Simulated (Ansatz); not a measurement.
## Cu: single-point calculation

Cu (P6₃/mmc, 2 atoms in the cell), computed with DFT PBEsol, scalar-relativistic, plane waves, PAW, no spin polarisation (Ansatz 0.2.0).

The structure derives from a Materials Project entry. It belongs to a series of runs on one base structure; here: ratio of the length along z to the lengths across it x 1.3, volume and fractional coordinates fixed. Figures and captions count atoms from 1; the log counts them from 0 in places.

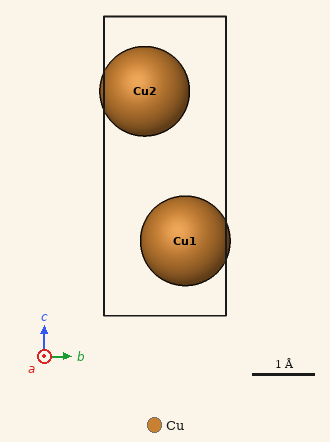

Fig. 1: The structure (spheres-only view of the cell of the calculation, along the a axis; atoms are numbered from 1 in the order of the input). An atom can appear more than once, as a periodic image.

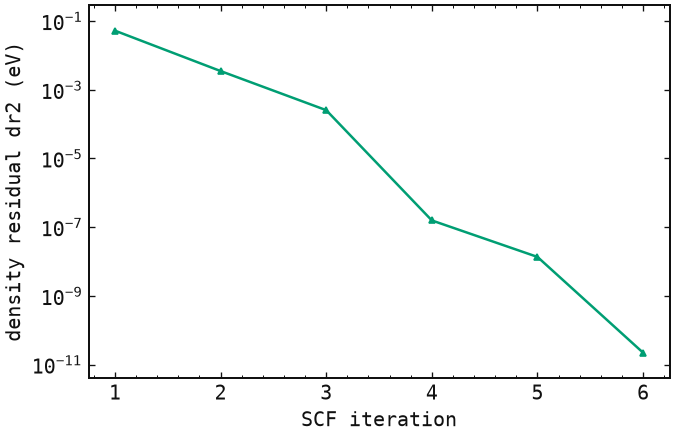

Fig. 2: Convergence of the self-consistent field: density residual dr2 against the SCF iteration. The residual falls at every step.

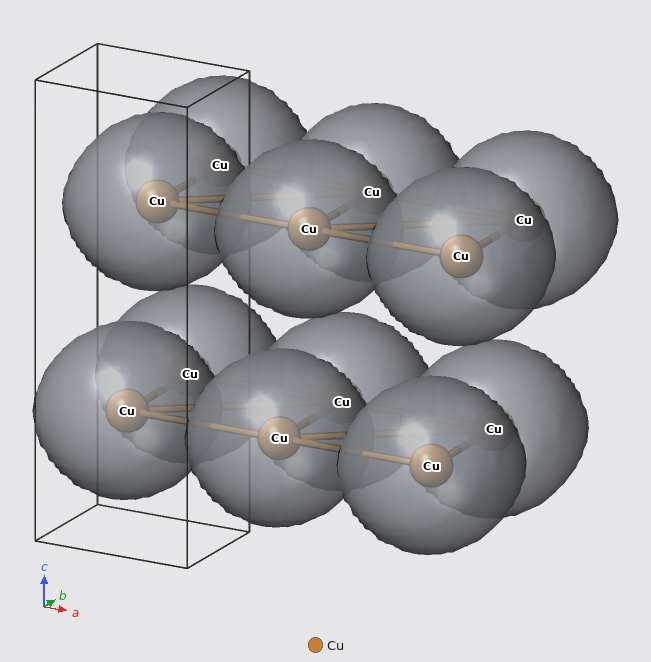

Fig. 3: Isosurface of the valence charge density (pseudo) at 0.5 e/Å³ (grey), seen slightly off an axis. Sticks mark near contacts. The outline is the cell set on symmetry axes. At this value the density breaks into separate islands; it holds about 90 % of the electrons treated as valence (semicore included). It is pinched off along the Cu–Cu (2.31 Å) contacts. On the grid the lowest density along these lines, outside the cores, is 0.42 e/Å³ (Cu–Cu, 2.31 Å). The fields are those of the smooth PAW valence density.

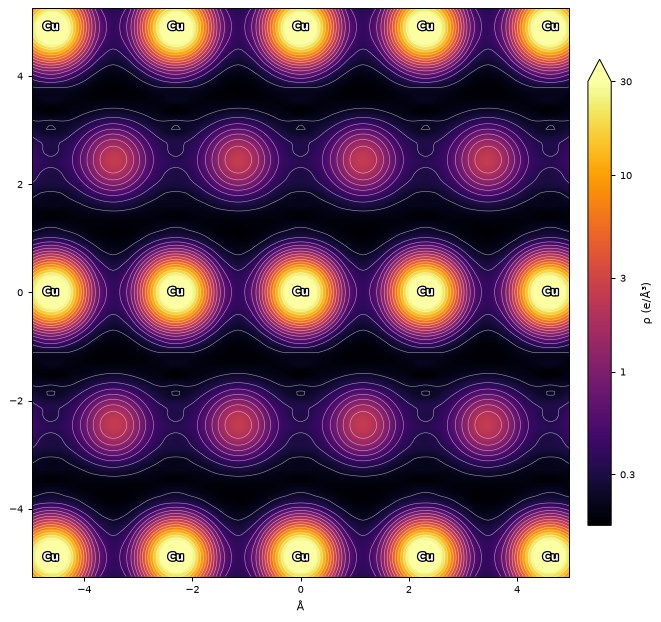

Fig. 4: Valence charge density (pseudo) on the (100) plane of the conventional cell. Atoms in the plane: Cu. Cu–Cu (2.31 Å): ρ is about 0.39 e/Å³ halfway. Away from the nuclei the density in this plane falls to 0.17 e/Å³ at its lowest.

The input and output of the run follow.

The input
```yaml
crystal:
  lattice:
    - [2.3095175573, 0.0, 0.0]
    - [-1.1547587787, 2.0001008751, 0.0]
    - [0.0, 0.0, 4.9033490413]
  atoms:
    - { symbol: Cu, position: [0.3333333333, 0.6666666667, 0.25] }
    - { symbol: Cu, position: [0.6666666667, 0.3333333333, 0.75] }
basis:
  ecutwfc: 420
kpoints:
  mp_grid: { grid: [30, 30, 16] }
hamiltonian:
  xc: pbesol
scf:
  occupations: { method: gaussian, width: 0.15 }
output:
  forces: true
  stress: true
  eigenvalues: true
  write_density: true
  write_potential: true
  elf: true
  volumetric_format: npy
```

Launched with:
```bash
ansatz run input.yaml --threads 1 --pin off --max-ram 2560MiB --backend cpu --events-out ev --progress --plain --runs-dir out
```

What the program printed
```
Engine: ansatz 0.2.0, aarch64-unknown-linux-gnu
Pseudopotentials: kind: paw
Pseudopotential: Cu, paw, valence charge 19, recommended cutoff 420 eV (normal), Cu.paw.azcp
Functional definition: PBEsol
  exchange = pbesol_x
  correlation = pbesol_c
Crystal: 2 atoms, lattice volume = 22.650 Å³
Basis set: ecut = 420 eV, 449 PW (Γ), exchange–correlation on 32×32×72 points (8 copies of the dense FFT grid, shifted against one another)
Bands: 23, of which v1, the nominal top of the filled ones, is band 19 counted from 1 (18 counted from 0)
Symmetry: 24 space group operations
Space group: P63/mmc (ITA 194), of the structure as read, at distance tolerance 2.8e-5 Å
k-points: 819 of 14400
Non-local potential: Cu, projectors of the file, l = 0: 3, l = 1: 2, l = 2: 3, l = 3: 1
PAW form: soft (Blöchl's): semilocal exchange-correlation on the pseudo side does not see the compensation charge
PAW frozen core: Cu, regenerated for the run's functional, and the local potential with it (the file was generated under x = pbe(κ = 0.804, μ = 0.2195149727645171), c = pbe(β = 0.06672455060314922))
PAW one-centre angular grid: Cu, 590 points (default); XC on 64 Gauss nodes
Initial density: superposition of atomic densities (neutral atoms: chi_scale 0, normalization atom), corrected by the library's trained network
Initial wavefunctions: pseudopotential atomic-orbital guess
Functional: x = pbesol(κ = 0.804, μ = 0.12345679012345678), c = pbesol(β = 0.046)
SCF iter   1: F=—  HF=-13176.885713 eV  |F-HF|=—  |Δ(HF+E_count)|=         —  Δρ=2.13e-2  dr2=5.27e-2  ethr=1.77e-3  ⟨swp⟩=5.0  Hψ=69597  notcnv=0
preconditioner: auto → none  [metal: Δε(μ)=0.005 eV  Ē_g=11.311 eV  σ=0.150 eV  W_gap=0.02  n_scr=4 (ndim 8)  ℏωp=36.6 eV  f_vac=0.000  D(μ)=0.61/eV (n_scr^D=2)  sad-step TF]
SCF iter   2: F=—  HF=-13176.874805 eV  |F-HF|=—  |Δ(HF+E_count)|=   1.09e-2  Δρ=5.16e-3  dr2=3.51e-3  ethr=1.39e-4  ⟨swp⟩=2.5  Hψ=34253  notcnv=0  defer=32
SCF iter   3: F=—  HF=-13176.874050 eV  |F-HF|=—  |Δ(HF+E_count)|=   7.55e-4  Δρ=1.39e-3  dr2=2.55e-4  ethr=9.24e-6  ⟨swp⟩=1.0  Hψ=18692  notcnv=0  defer=33
SCF iter   4: F=—  HF=-13176.873953 eV  |F-HF|=—  |Δ(HF+E_count)|=   9.74e-5  Δρ=6.14e-5  dr2=1.57e-7  ethr=6.72e-7  ⟨swp⟩=2.5  Hψ=26761  notcnv=0  defer=33
SCF iter   5: F=—  HF=-13176.873960 eV  |F-HF|=—  |Δ(HF+E_count)|=   7.11e-6  Δρ=1.10e-5  dr2=1.36e-8  ethr=4.14e-10  ⟨swp⟩=2.1  Hψ=34451  notcnv=0  defer=33
SCF iter   6: F=-13176.873960 eV  HF=-13176.873960 eV  |F-HF|=6.91e-11  |Δ(HF+E_count)|=   1.54e-8  Δρ=4.13e-7  dr2=2.21e-11  ethr=3.58e-11  ⟨swp⟩=7.3  Hψ=107993  notcnv=0
the search or the solves at the SCF's close seem to have found levels that the self-consistency loop had missed (the run counts 1). By its estimate they hold under 1e-12 electrons; where the run keeps them, the occupations were computed again with them
SCF 1 converged in 6 iterations: F = -13176.873960 eV  dr2 = 2.21e-11
  greatest PAW one-centre occupation: 1.000 electrons in one spin orbital (limit 2), on the Cu atom at site 1 (counted from 0), in its partial waves of l = 0
SCF converged after 6 iterations
Free energy (F): -13176.873960 eV
Harris-Foulkes:  -13176.873960 eV  (|F-HF|=6.91e-11)
Internal energy: -13176.867222 eV  (E = F + TS)
E sigma→0 (E₀):  -13176.870591 eV
Entropy (-TS):   -0.006738 eV (-3.369 meV/atom)
Fermi energy:    17.549736 eV
--- Per-component energies (eV) ---
  E_band       = -695.973119
  E_kinetic    = 603.363040
  E_local      = -8111.207783  (includes V_loc(G=0)·N_el)
  E_nonlocal   = 782.907476
  E_hartree    = 3579.316521
  E_xc         = -179.464640
  E_vxc        = -232.664110  (∫ρ·V_xc dr)
  E_paw        = -3251.727452  (= ΣΔE_a)
  E_vpaw       = -897.005408  (= ΣTr[D̂ρ^β])
  E_aug_tail   = 0.000506  (compensation charges beyond the density's cutoff)
  E_ewald      = -6600.467294
  E_core_change = 0.412404  (= ΣΔE_core)
  E_smearing   = -0.006738  (= −TS)
  E_closure    = -0.000000  (closes the sum)
  Σ components = -13176.873960   (vs F -13176.873960, Δ=0.00e0)
--- Forces (eV/Å), atoms counted from 1 ---
  atom   1  Cu     0.00000000     0.00000000     0.00000000
  atom   2  Cu    -0.00000000    -0.00000000     0.00000000
  max |Σ_I F_I| component: 1.16e-18 eV/Å
--- Stress (GPa, compression-positive) ---
       33.951390       0.000000       0.000000
        0.000000      33.951390       0.000000
        0.000000       0.000000     -21.996515
  P = ⅓ Tr σ = 15.3021 GPa (153.021 kbar)
--- Band table (eV; the first three rows and the last of 819) ---
  k-point 0: bands = ["-94.9619", "-94.9582", "-52.4080", "-52.4080", "-52.4051", "-52.4051", "-52.3763", "-52.3317", "7.7218", "11.0848", "13.3637", "14.2260", "14.2260", "14.2902", "14.2902", "14.4891", "15.5635", "15.5635", "15.8028", "15.8028", "18.2988", "32.1623", "37.7366"]
  k-point 1: bands = ["-94.9618", "-94.9582", "-52.4079", "-52.4079", "-52.4051", "-52.4051", "-52.3758", "-52.3321", "7.7463", "11.0468", "13.3629", "14.2263", "14.2263", "14.2893", "14.2893", "14.4115", "15.5661", "15.5661", "15.8008", "15.8008", "18.4618", "31.8310", "38.0988"]
  k-point 2: bands = ["-94.9617", "-94.9583", "-52.4078", "-52.4078", "-52.4052", "-52.4052", "-52.3746", "-52.3334", "7.8192", "10.9328", "13.3605", "14.2215", "14.2272", "14.2272", "14.2867", "14.2867", "15.5739", "15.5739", "15.7949", "15.7949", "18.9080", "31.0137", "39.0065"]
  k-point 818: bands = ["-94.9172", "-94.9172", "-52.5869", "-52.5869", "-52.5865", "-52.5865", "-52.3159", "-52.3159", "13.5055", "13.5055", "13.7205", "13.7205", "13.7687", "13.7687", "14.4801", "14.4801", "15.6094", "15.6094", "23.2797", "23.2797", "24.1487", "24.1487", "26.2339"]
```

Results in brief

```tsv
quantity	value
outcome	converged
space group (tolerance 0.01 Å)	P6₃/mmc (194)
electrons treated	38
free energy	−13176.8740 eV
Fermi energy	17.550 eV
gap on the k-point mesh	none (metallic)
pressure	15.30 GPa
largest force (length of the vector)	under 0.001 eV/Å
hardware	1 thread of Arm Neoverse V1, 24 GiB of memory available, shared host
wall time	27 s
peak memory	0.57 GiB
```
